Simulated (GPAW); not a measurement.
# Collinear magnetic orders of zigzag Cr chain, bond 2.826 A with GPAW

Wanted: the moments of zigzag Cr chain, bond 2.826 A and the energy of each order that was tried.

Calculated with GPAW 26.7.0; LDA; plane waves with GPAW's PAW setups, scalar-relativistic.

## Step 1: The starting structure

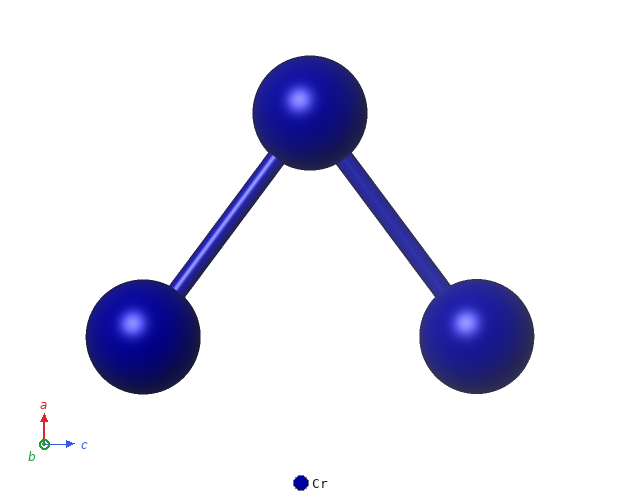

The cell as given, from the side, with the c axis across the page (chromium blue). Some periodic images of atoms are drawn too.

The cell holds 2 atoms: 2 Cr. Cell: a = 12.000 Å, b = 12.000 Å, c = 3.391 Å, α = 90.0°, β = 90.0°, γ = 90.0°. model lattice. Vacuum lies along a and b. The structure's axis is c.

## Step 2: Run 1 (ferro ++)

The parallel start comes first: it fits the smallest cell, keeps the most symmetry and shows whether parallel moments form.

Input file order1.py:

```python
import json
import numpy as np
from ase import Atoms
from ase.parallel import paropen, parprint
from gpaw import GPAW

atoms = Atoms(['Cr', 'Cr'],
    cell=[[12.0, 0.0, 0.0],
         [0.0, 12.0, 0.0],
         [0.0, 0.0, 3.3912]],
    scaled_positions=[[0.4058, 0.5, 0.0],
         [0.5942, 0.5, 0.5]],
    pbc=True,
    magmoms=[2.5, 2.5])
atoms.calc = GPAW(mode={'name': 'pw', 'ecut': 550},
    xc='LDA',
    kpts={'size': (1, 1, 8), 'gamma': True},
    occupations={'name': 'fermi-dirac', 'width': 0.005},
    convergence={'density': 1e-05, 'energy': 1e-05},
    maxiter=200,
    mixer={'name': 'pulay', 'beta': 0.1, 'nmaxold': 5, 'weight': 50},
    symmetry={'tolerance': 1e-4},
    txt='order1.txt')
e = atoms.get_potential_energy(force_consistent=True)
res = {'free_energy': e, 'energy_sigma0': atoms.get_potential_energy(), 'fermi_energy': atoms.calc.get_fermi_level()}
res['moments'] = atoms.get_magnetic_moments().tolist()
res['total'] = atoms.get_magnetic_moment()
parprint('site moments (muB):', np.round(res['moments'], 3))
parprint(f"total moment: {res['total']:.3f} muB")
parprint(f'free energy: {e:.6f} eV')
atoms.calc.write('order1.gpw')
with paropen('results.json', 'w') as f:
    json.dump(res, f)
```

Started as:

```bash
$ OMP_NUM_THREADS=1 python3 order1.py > order1.log
```

Output:

```text
site moments (muB): [3.929 3.929]
total moment: 10.250 muB
free energy: -12.635295 eV

--- order1.txt ---
Input parameters:
  mode=PW(ecut=550),
  convergence={'density': 1e-05, 'energy': 1e-05},
  kpts=MonkhorstPack(size=(1, 1, 8), gamma=True),
  maxiter=200,
  mixer=Pulay(name='pulay', nmaxold=5, beta=0.1, weight=50, sigma=0.015, g_ss=None),
  occupations=Occupations(name='fermi-dirac', width=0.005),
  symmetry=Symmetry(tolerance=0.0001),
  xc=XC(name='LDA')

Diagonalizing LCAO Hamiltonian
Converting LCAO to pw mode
        .----------------------------.
       /|                            |
      / |                            |
     /  |                            |
    /   .----------------------------.
   /   /              Cr            /
  /   /                            /
 *   /                            /
 |  /           Cr               /
 | /                            /
 |/                            /
 *----------------------------*

Atoms  # Å, Bohr magnetons
|   | symbol |        x |        y |        z |    initial magnetic moments |
|---|--------|----------|----------|----------|-----------------------------|
| 0 |     Cr | 4.869600 | 6.000000 | 0.000000 | ( 0.0000,  0.0000,  2.5000) |
| 1 |     Cr | 7.130400 | 6.000000 | 1.695600 | ( 0.0000,  0.0000,  2.5000) |

Unit cell  # Å
| periodic |         x |         y |        z |   lengths |    angles |
|----------|-----------|-----------|----------|-----------|-----------|
|      yes | 12.000000 |  0.000000 | 0.000000 | 12.000000 | 90.000000 |
|      yes |  0.000000 | 12.000000 | 0.000000 | 12.000000 | 90.000000 |
|      yes |  0.000000 |  0.000000 | 3.391200 |  3.391200 | 90.000000 |

Number of symmetries: 4

BZ-sampling:
  Number of BZ points: 8
  Number of IBZ points: 5

  Monkhorst-Pack size: [1, 1, 8]
  Monkhorst-Pack shift: [0.0, 0.0, 0.0625]

K-points  # in reciprocal-cell coordinates
|   |                                coordinates |     weight |
|---|--------------------------------------------|------------|
| 0 | (  0.00000000,   0.00000000,   0.00000000) | 0.12500000 |
| 1 | (  0.00000000,   0.00000000,   0.12500000) | 0.25000000 |
| 2 | (  0.00000000,   0.00000000,   0.25000000) | 0.25000000 |
| 3 | (  0.00000000,   0.00000000,   0.37500000) | 0.25000000 |
| 4 | (  0.00000000,   0.00000000,   0.50000000) | 0.12500000 |

Plane wave coefficients: 14349
Cutoff: 550.0 eV

Spin-components: 2 (collinear spins)
Bands:           15
Projectors:      12
Spin-degeneracy: 1
Datatype:        complex128

Parallelization:
  kpt:    1
  domain: 1
  band:   1

Density:
  Valence electrons: 12.0
  Components: 2
  Grid points: [70 70 20]
  Charge: 0.0  # |e|

Potential:
  Grid points: [70 70 20]

species:
  Cr:
    name:    Chromium
    Z:       24.0
    valence: 6
    core:    18
    charge:  0.0  # [|e|]
    compensation charges:
      type: gauss
      rc: 0.35  # [Å]
      lmax: 2
    cutoffs:
      filter: 2.14  # [Å]
      core: 3.04  # [Å]
    projectors
    | kind |    occ | energy [eV] | rcut [Å] |
    |------|--------|-------------|----------|
    |   4s |  1.000 |      -4.191 |    1.164 |
    |   4p |  0.000 |      -1.079 |    1.217 |
    |   3d |  5.000 |      -3.128 |    1.111 |
    |    s |        |      23.021 |    1.164 |
    |    p |        |      26.132 |    1.217 |
    |    d |        |      24.083 |    1.111 |

    Using partial waves for Cr as LCAO basis

Reference energy: -57053.366723  # eV

eigensolver:
  PPCG
  Converge bands: occupied
  niter=2

density mixing:
  Pulay-Mixer
  Linear mixing parameters: 0.1
  Old densities: 5
  Fourier metric: weight=50, sigma=0.015

occupation numbers:
  Fermi-Dirac:
    width: 0.0050  # eV

poisson solver:
  ecut: 4400.0  # eV

xc functional:
  name: None

convergence criteria:
- Maximum integral of absolute [dens]ity change: 1e-05 electrons / valence electron
- Maximum [total energy] change in last 3 cyles: 1e-05 eV / valence electron
- Maximum integral of absolute [eigenst]ate change: 4e-08 eV^2 / valence electron
maximum number of iterations: 200

SCF iterations
|iter     |      energy | eigst |  dens |  magmom |
|---------|-------------|-------|-------|---------|
|iter:   1|       0s |  -14.020320 | +0.63 |       |  +4.9931|
|iter:   2|       2s |  -12.129395 | -0.64 | -0.17 |  +5.2938|
|iter:   3|       4s |  -11.741904 | +0.10 | -0.27 |  +6.1915|
|iter:   4|       7s |  -11.673705 | -0.21 | -0.48 |  +6.1859|
|iter:   5|       9s |  -12.101988 | -1.24 | -0.45 |  +7.3458|
|iter:   6|      11s |  -12.548928 | -0.72 | -0.63 |  +8.1311|
|iter:   7|      13s |  -12.574485 | -0.89 | -0.69 |  +9.2733|
|iter:   8|      15s |  -12.576313 | -1.87 | -1.05 |  +9.4073|
|iter:   9|      17s |  -12.613516 | -1.97 | -1.19 |  +9.8524|
|iter:  10|      19s |  -12.595798 | -2.49 | -1.23 |  +9.5910|
[... 16 iterations left out ...]
|iter:  27|      54s |  -12.635295c| -6.44 | -3.62 | +10.2506|
|iter:  28|      56s |  -12.635295c| -6.66 | -3.73 | +10.2505|
|iter:  29|      58s |  -12.635295c| -6.97 | -3.95 | +10.2503|
|iter:  30|      60s |  -12.635295c| -7.22 | -4.23 | +10.2502|
|iter:  31|      61s |  -12.635295c| -7.30 | -4.29 | +10.2501|
|iter:  32|      63s |  -12.635295c| -7.47c| -4.33 | +10.2499|
|iter:  33|      64s |  -12.635295c| -7.61c| -4.45 | +10.2499|
|iter:  34|      66s |  -12.635295c| -7.75c| -4.49 | +10.2499|
|iter:  35|      67s |  -12.635295c| -7.70c| -4.61 | +10.2500|
|iter:  36|      69s |  -12.635295c| -7.86c| -5.06c| +10.2500|

Converged in 36 steps
Energy contributions relative to reference atoms: (reference = -57053.366723)

Energy contributions:
  Kinetic:           8.761085
  Coulomb:         -10.105379
  Zero:             -0.016161
  External:          0.000000
  Xc:              -11.274840
  Entropy:          -0.000000
  Spinorbit:         0.000000
  ----------------------------
  Free energy:     -12.635295
  Extrapolated:    -12.635295

dipole moment: (0.000133, 0.000133, -8.042979)  # |e|*Ang

Total magnetic moment: (0.000000, 0.000000, 10.249972)

Local magnetic moments
|        x |        y |        z |
|----------|----------|----------|
| 0.000000 | 0.000000 | 3.929169 |  # Cr   0
| 0.000000 | 0.000000 | 3.929169 |  # Cr   1

Fermi level: -3.098
Eigenvalues  # (at kpt = [0.000, 0.000, 0.000])
| band index |      eig [eV] | occ [0-1] |      eig [eV] | occ [0-1] |
|------------|---------------|-----------|---------------|-----------|
|          0 |        -6.975 |     1.000 |        -5.145 |     1.000 |
|          1 |        -5.417 |     1.000 |        -2.968 |     0.000 |
|          2 |        -4.454 |     1.000 |        -1.737 |     0.000 |
|          3 |        -4.400 |     1.000 |        -1.391 |     0.000 |
|          4 |        -4.187 |     1.000 |        -1.156 |     0.000 |
|          5 |        -3.726 |     1.000 |        -0.992 |     0.000 |
|          6 |        -3.714 |     1.000 |        -0.676 |     0.000 |
|          7 |        -3.669 |     1.000 |        -0.646 |     0.000 |
|          8 |        -3.620 |     1.000 |        -0.479 |     0.000 |
|          9 |        -3.518 |     1.000 |        -0.148 |     0.000 |
|         10 |        -3.368 |     1.000 |        -0.112 |     0.000 |
|         11 |        -3.001 |     0.000 |        -0.016 |     0.000 |
|         12 |        -2.212 |     0.000 |         0.330 |     0.000 |
|         13 |        -1.522 |     0.000 |         0.640 |     0.000 |
|         14 |         0.072 |     0.000 |         0.845 |     0.000 |

No gap
No difference between direct/indirect transitions
```

The job ended after 74 s (1 MPI rank of Intel Xeon Platinum 8375C at 2.90GHz (Ice Lake), shared host; peak memory 0.31 GiB).

Spin moment in the augmentation sphere by atom:

| atom | spin moment in the augmentation sphere (μB) |
| --- | --- |
| Cr1 | 3.93 |
| Cr2 | 3.93 |

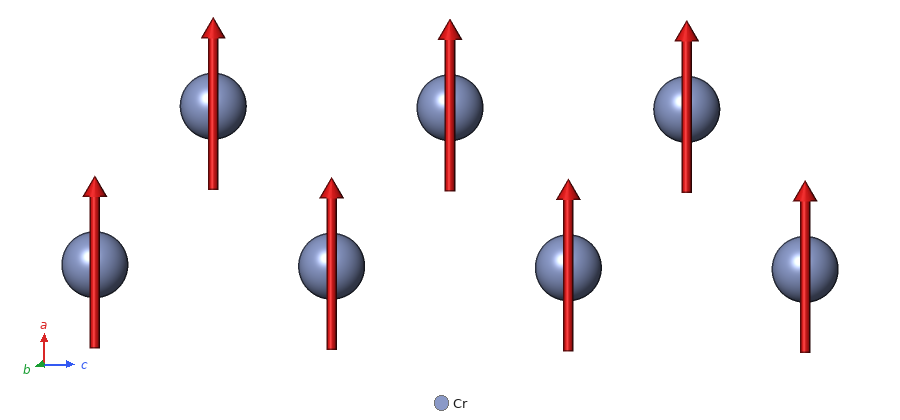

Spin moment in the augmentation sphere as arrows, the longest 3.93 μB. Up and down stand for the sign. Arrows give size and sign along the axis of quantisation, drawn up and down the page. 1×1×3 cells are drawn. Some periodic images of atoms are drawn too.

This step gave:

| Property | Result |
| --- | --- |
| magnetization | 10.25 μB |
| final state | ferromagnetic |

After 36 cycles the largest moment stands at 3.93 μB.

## Step 3: Start 2: antiferro +-

An opposed order shows whether the pairs that it reverses prefer unlike signs.

order2.py is the script of step 2 with these lines changed:

```diff
@@ -13,3 +13,3 @@
     pbc=True,
-    magmoms=[2.5, 2.5])
+    magmoms=[2.5, -2.5])
 atoms.calc = GPAW(mode={'name': 'pw', 'ecut': 550},
@@ -22,3 +22,3 @@
     symmetry={'tolerance': 1e-4},
-    txt='order1.txt')
+    txt='order2.txt')
 e = atoms.get_potential_energy(force_consistent=True)
@@ -30,3 +30,3 @@
 parprint(f'free energy: {e:.6f} eV')
-atoms.calc.write('order1.gpw')
+atoms.calc.write('order2.gpw')
 with paropen('results.json', 'w') as f:
```

Started as:

```bash
$ OMP_NUM_THREADS=1 python3 order2.py > order2.log
```

Output:

```text
site moments (muB): [ 3.787 -3.787]
total moment: 0.000 muB
free energy: -13.269636 eV

--- order2.txt ---
Input parameters:
  mode=PW(ecut=550),
  convergence={'density': 1e-05, 'energy': 1e-05},
  kpts=MonkhorstPack(size=(1, 1, 8), gamma=True),
  maxiter=200,
  mixer=Pulay(name='pulay', nmaxold=5, beta=0.1, weight=50, sigma=0.015, g_ss=None),
  occupations=Occupations(name='fermi-dirac', width=0.005),
  symmetry=Symmetry(tolerance=0.0001),
  xc=XC(name='LDA')

Diagonalizing LCAO Hamiltonian
Converting LCAO to pw mode
        .----------------------------.
       /|                            |
      / |                            |
     /  |                            |
    /   .----------------------------.
   /   /              Cr            /
  /   /                            /
 *   /                            /
 |  /           Cr               /
 | /                            /
 |/                            /
 *----------------------------*

Atoms  # Å, Bohr magnetons
|   | symbol |        x |        y |        z |    initial magnetic moments |
|---|--------|----------|----------|----------|-----------------------------|
| 0 |     Cr | 4.869600 | 6.000000 | 0.000000 | ( 0.0000,  0.0000,  2.5000) |
| 1 |     Cr | 7.130400 | 6.000000 | 1.695600 | ( 0.0000,  0.0000, -2.5000) |

Unit cell  # Å
| periodic |         x |         y |        z |   lengths |    angles |
|----------|-----------|-----------|----------|-----------|-----------|
|      yes | 12.000000 |  0.000000 | 0.000000 | 12.000000 | 90.000000 |
|      yes |  0.000000 | 12.000000 | 0.000000 | 12.000000 | 90.000000 |
|      yes |  0.000000 |  0.000000 | 3.391200 |  3.391200 | 90.000000 |

Number of symmetries: 4

BZ-sampling:
  Number of BZ points: 8
  Number of IBZ points: 5

  Monkhorst-Pack size: [1, 1, 8]
  Monkhorst-Pack shift: [0.0, 0.0, 0.0625]

Plane wave coefficients: 14349
Cutoff: 550.0 eV

Spin-components: 2 (collinear spins)
Bands:           12
Projectors:      12
Spin-degeneracy: 1
Datatype:        complex128

Parallelization:
  kpt:    1
  domain: 1
  band:   1

Density:
  Valence electrons: 12.0
  Components: 2
  Grid points: [70 70 20]
  Charge: 0.0  # |e|

Potential:
  Grid points: [70 70 20]

[... setups left out ...]
Reference energy: -57053.366723  # eV

eigensolver:
  PPCG
  Converge bands: occupied
  niter=2

density mixing:
  Pulay-Mixer
  Linear mixing parameters: 0.1
  Old densities: 5
  Fourier metric: weight=50, sigma=0.015

occupation numbers:
  Fermi-Dirac:
    width: 0.0050  # eV

poisson solver:
  ecut: 4400.0  # eV

xc functional:
  name: None

convergence criteria:
- Maximum integral of absolute [dens]ity change: 1e-05 electrons / valence electron
- Maximum [total energy] change in last 3 cyles: 1e-05 eV / valence electron
- Maximum integral of absolute [eigenst]ate change: 4e-08 eV^2 / valence electron
maximum number of iterations: 200

SCF iterations
|iter     |      energy | eigst |  dens |  magmom |
|---------|-------------|-------|-------|---------|
|iter:   1|       0s |  -14.573008 | +0.66 |       |  +0.0000|
|iter:   2|       2s |  -13.003576 | -0.63 | -0.18 |  -0.0000|
|iter:   3|       3s |  -12.507276 | +0.26 | -0.27 |  +0.0000|
|iter:   4|       5s |  -12.445252 | -0.17 | -0.55 |  +0.0000|
|iter:   5|       7s |  -13.134990 | -0.61 | -0.52 |  +0.0000|
|iter:   6|       8s |  -13.442144 | -0.61 | -0.82 |  +0.0000|
|iter:   7|      10s |  -13.233155 | -0.31 | -0.80 |  -0.0000|
|iter:   8|      12s |  -13.264345 | -1.30 | -1.07 |  -0.0000|
|iter:   9|      13s |  -13.264886 | -2.13 | -1.67 |  -0.0000|
|iter:  10|      15s |  -13.269049 | -2.56 | -1.66 |  -0.0000|
[... 15 iterations left out ...]
|iter:  26|      42s |  -13.269636c| -6.06 | -3.83 |  +0.0000|
|iter:  27|      43s |  -13.269636c| -6.29 | -4.15 |  +0.0000|
|iter:  28|      45s |  -13.269636c| -6.47 | -4.19 |  +0.0000|
|iter:  29|      46s |  -13.269636c| -6.65 | -4.20 |  +0.0000|
|iter:  30|      48s |  -13.269636c| -6.81 | -4.25 |  +0.0000|
|iter:  31|      50s |  -13.269636c| -7.01 | -4.46 |  +0.0000|
|iter:  32|      51s |  -13.269636c| -7.27 | -4.65 |  -0.0000|
|iter:  33|      53s |  -13.269636c| -7.37 | -4.82 |  -0.0000|
|iter:  34|      54s |  -13.269636c| -7.54c| -4.86 |  +0.0000|
|iter:  35|      55s |  -13.269636c| -7.67c| -5.20c|  +0.0000|

Converged in 35 steps
Energy contributions relative to reference atoms: (reference = -57053.366723)

Energy contributions:
  Kinetic:           0.694333
  Coulomb:          -3.805346
  Zero:             -0.006420
  External:          0.000000
  Xc:              -10.152203
  Entropy:          -0.000000
  Spinorbit:         0.000000
  ----------------------------
  Free energy:     -13.269636
  Extrapolated:    -13.269636

dipole moment: (0.000133, 0.000133, -8.057838)  # |e|*Ang

Total magnetic moment: (0.000000, 0.000000, 0.000000)

Local magnetic moments
|        x |        y |         z |
|----------|----------|-----------|
| 0.000000 | 0.000000 |  3.786665 |  # Cr   0
| 0.000000 | 0.000000 | -3.786665 |  # Cr   1

Fermi level: -2.889
Eigenvalues  # (at kpt = [0.000, 0.000, 0.000])
| band index |      eig [eV] | occ [0-1] |      eig [eV] | occ [0-1] |
|------------|---------------|-----------|---------------|-----------|
|          0 |        -5.997 |     1.000 |        -5.997 |     1.000 |
|          1 |        -4.369 |     1.000 |        -4.369 |     1.000 |
|          2 |        -3.830 |     1.000 |        -3.830 |     1.000 |
|          3 |        -3.747 |     1.000 |        -3.747 |     1.000 |
|          4 |        -3.584 |     1.000 |        -3.584 |     1.000 |
|          5 |        -3.333 |     1.000 |        -3.333 |     1.000 |
|          6 |        -3.014 |     1.000 |        -3.014 |     1.000 |
|          7 |        -1.896 |     0.000 |        -1.896 |     0.000 |
|          8 |        -1.069 |     0.000 |        -1.069 |     0.000 |
|          9 |        -0.706 |     0.000 |        -0.706 |     0.000 |
|         10 |        -0.532 |     0.000 |        -0.532 |     0.000 |
|         11 |         0.030 |     0.000 |         0.030 |     0.000 |

No gap
No difference between direct/indirect transitions
```

The job ended after 59 s (1 MPI rank; peak memory 0.3 GiB).

Spin moment in the augmentation sphere by atom:

| atom | spin moment in the augmentation sphere (μB) |
| --- | --- |
| Cr1 | 3.79 |
| Cr2 | -3.79 |

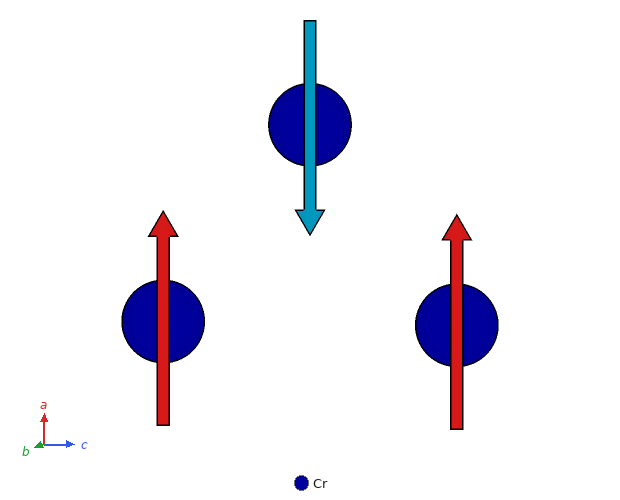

Spin moment in the augmentation sphere as arrows, the longest 3.79 μB. Up and down stand for the sign. Arrows give size and sign along the axis of quantisation, drawn up and down the page. The two directions have two colours. Some periodic images of atoms are drawn too.

Read from the output:

```
magnetization : 0 μB
final state   : antiferromagnetic
```

It lies 317 meV a seeded atom under the first start, and its largest moment is 3.79 μB against 3.93 μB.

## Step 4: Order 3, typed as antiferro q=(0,0,1/2) +-+-

Another pattern of signs weighs the neighbour shells otherwise.

The cell is doubled to 4 atoms to hold this order. Its mesh is chosen so that both cells sample the same points.

order3.py is the script of step 3 with these lines changed:

```diff
@@ -6,13 +6,15 @@
 
-atoms = Atoms(['Cr', 'Cr'],
+atoms = Atoms(['Cr', 'Cr', 'Cr', 'Cr'],
     cell=[[12.0, 0.0, 0.0],
          [0.0, 12.0, 0.0],
-         [0.0, 0.0, 3.3912]],
+         [0.0, 0.0, 6.7824]],
     scaled_positions=[[0.4058, 0.5, 0.0],
-         [0.5942, 0.5, 0.5]],
+         [0.4058, 0.5, 0.5],
+         [0.5942, 0.5, 0.25],
+         [0.5942, 0.5, 0.75]],
     pbc=True,
-    magmoms=[2.5, -2.5])
+    magmoms=[2.5, -2.5, 2.5, -2.5])
 atoms.calc = GPAW(mode={'name': 'pw', 'ecut': 550},
     xc='LDA',
-    kpts={'size': (1, 1, 8), 'gamma': True},
+    kpts={'size': (1, 1, 4), 'gamma': True},
     occupations={'name': 'fermi-dirac', 'width': 0.005},
@@ -22,3 +24,3 @@
     symmetry={'tolerance': 1e-4},
-    txt='order2.txt')
+    txt='order3.txt')
 e = atoms.get_potential_energy(force_consistent=True)
@@ -30,3 +32,3 @@
 parprint(f'free energy: {e:.6f} eV')
-atoms.calc.write('order2.gpw')
+atoms.calc.write('order3.gpw')
 with paropen('results.json', 'w') as f:
```

Started as:

```bash
$ OMP_NUM_THREADS=1 python3 order3.py > order3.log
```

Output:

```text
site moments (muB): [ 3.83 -3.83  3.83 -3.83]
total moment: 0.000 muB
free energy: -26.053787 eV

--- order3.txt ---
Input parameters:
  mode=PW(ecut=550),
  convergence={'density': 1e-05, 'energy': 1e-05},
  kpts=MonkhorstPack(size=(1, 1, 4), gamma=True),
  maxiter=200,
  mixer=Pulay(name='pulay', nmaxold=5, beta=0.1, weight=50, sigma=0.015, g_ss=None),
  occupations=Occupations(name='fermi-dirac', width=0.005),
[...]
|         16 |        -0.976 |     0.000 |        -0.976 |     0.000 |
|         17 |        -0.674 |     0.000 |        -0.674 |     0.000 |
|         18 |        -0.650 |     0.000 |        -0.650 |     0.000 |

Gap: 0.362 eV
Transition (v -> c):
  (s=1, k=0, n=11, [0.00, 0.00, 0.00]) -> (s=0, k=1, n=12, [0.00, 0.00, 0.25])
Direct/indirect transitions are different
Direct gap: 0.421 eV
Transition at: (s=1->0, k=1, n=11, [0.00, 0.00, 0.25])


[key lines of the parts left out:]
Free energy:     -26.053787
Converged in 46 steps
dipole moment: (0.000265, 0.000265, -16.281948)  # |e|*Ang
Fermi level: -3.009
```

Run time: 3 min. Hardware: 1 MPI rank; peak memory 0.49 GiB.

[end of part 1 of 2]

[Logs and program files are shortened in this print: banners, set-up blocks, solver, clock and traceback lines can be left out without a mark of their own.]

[Logs are printed without paths, hosts, clocks, repeated set-up lines and the standing remarks that a program may print on its own settings, such as how far it seeks lower states.]

[Hosts, paths, dates, database ids (printed as entryN), source tags and the programs' standing remarks are cut or masked in the printed files.]

[Where a cell is said to come from a database of computed structures, the database is the Materials Project.]
